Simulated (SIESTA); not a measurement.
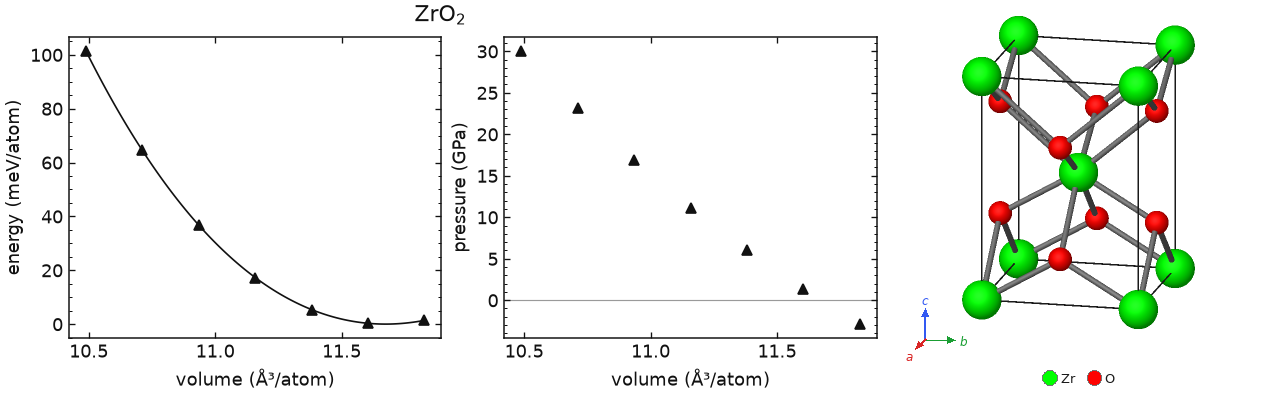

The figure shows the energy and pressure against volume for ZrO₂, space group P4_2/nmc (No. 137). The conventional cell is drawn beside the plot.

Starting cell:
```yaml
crystal:
  lattice:
    - [3.59610, 0.00000, 0.00000]
    - [0.00000, 3.59610, 0.00000]
    - [0.00000, 0.00000, 5.17700]
  atoms:
    - { symbol: Zr, position: [0.50000, 0.50000, 0.50000] }
    - { symbol: Zr, position: [0.00000, 0.00000, 0.00000] }
    - { symbol: O, position: [0.50000, 0.00000, 0.79700] }
    - { symbol: O, position: [0.50000, 0.00000, 0.29700] }
    - { symbol: O, position: [0.00000, 0.50000, 0.70300] }
    - { symbol: O, position: [0.00000, 0.50000, 0.20300] }
```

Calculation (SIESTA 5.4.2): DFT in numerical atomic orbitals with pseudopotentials, no spin polarisation; energies at scaled volumes of the given cell, shape and fractions fixed, counted from the fit's minimum, third-order Birch-Murnaghan fit. Level: PBE.

```csv
setting,value
k mesh,7×7×5
occupations,Fermi–Dirac
smearing width,0.05 eV
potentials,"PseudoDojo 0.4 standard, converted to PSML, two zetas on semicore shells"
program settings,"basis DZP, mesh cutoff 800 Ry"
```

How stiff is the solid, and where is its volume at rest?

Answer. A third-order Birch–Murnaghan fit gives V0 = 11.67 Å³/atom, B0 = 225 GPa and B′ = 4.1.

How does the pressure vary with volume?

Answer. It falls from 30.06 GPa at volume 10.49 Å³/atom to −2.88 GPa at 11.83 Å³/atom, and changes sign near 11.68 Å³/atom.

Limits of the calculation: mulliken charges of long orbitals; shape and atomic fractions are frozen while scaling, which makes layered, chain and framework solids too stiff.
